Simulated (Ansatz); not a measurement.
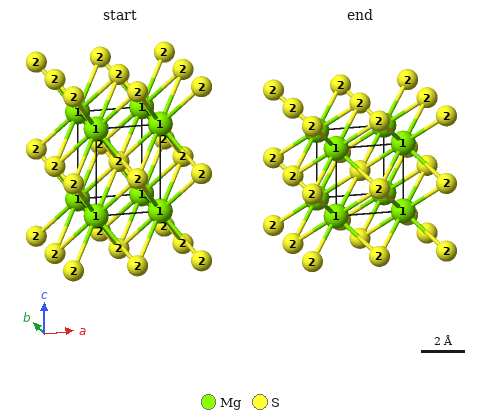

The structure of solid MgS (a generated structure, set up in P4/mmm) (coarse preliminary run) before (left) and after (right) a relaxation, at one scale.

Style: ball-and-stick. Shown: the cell of the calculation, slightly off an axis.

Computed with Ansatz 0.2.0, DFT PBE, scalar-relativistic, plane waves, PAW. Set-up: plane-wave cutoff 420 eV; k-point mesh 6 × 6 × 4; occupations gaussian; smearing width 0.1 eV; no spin polarisation; cell and atoms relaxed; force threshold 0.04 eV/Å; at most 70 steps.

Question: What changed between the two?

Answer: The atoms keep their places relative to the cell (all moves are under 0.005 Å). The drawn cell changes as follows: a = b 3.120 → 3.267 Å (+4.7 %), c 4.230 → 3.288 Å (−22.3 %); the volume changes by −14.8 %. Among the contacts that change: Mg1–S2 3.056 → 2.835 Å. The space group stays P4/mmm (No. 123). Over 6 accepted moves (7 points after the start) the energy falls by 1.112 eV per cell of the calculation. All forces vanish by symmetry, so only the cell relaxes. Pressure: −5.35 GPa at the start and 0.01 GPa at the end. At 1 point the geometry stayed and the basis and grid were re-selected for the new cell (energy shift of 0.1 meV per cell of the calculation at most each time).

Limits of the set-up: the k-point mesh is coarse for a cell with partly filled bands.
